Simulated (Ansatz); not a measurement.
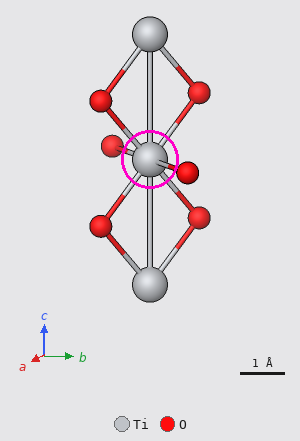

Perfect TiO$_{2}$. A ball-and-stick model of the atoms within 3.3 Å of one point, seen slightly off an axis.

Method: DFT, PBEsol, PAW, plane waves in Ansatz 0.2.0. (plane-wave cutoff 420 eV; k-point mesh 1 × 1 × 1; mesh shifted by (0.25, 0.25, 0.25); collinear spin) Fermi-Dirac smearing of 0.01 eV. A uniform background neutralises the charged cell. The axes drawn are those of the host's conventional cell.

A titanium atom is replaced by oxygen at the ringed place, in charge state +2. The supercell has 72 sites, and the atoms are relaxed at the host's cell.

Predict the relaxed surroundings of the defect.

In the host the Ti atom has 6 O at 1.94 to 1.98 Å; the O atom ends with 2 O at 1.30 Å. Of the host's atoms, an oxygen atom moves furthest from its site, by 0.37 Å. The O atom itself moves 0.65 Å from where it was put. The cell ends without a net magnetic moment.

The relaxed defect, seen from the same direction:

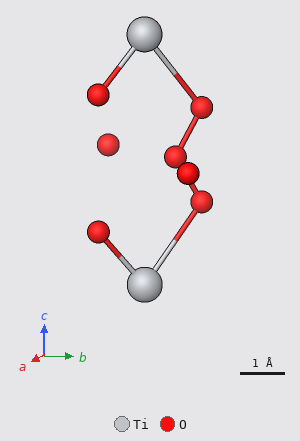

Limits of the set-up: the cell is charged, on a uniform background, and energies carry no finite-size correction.
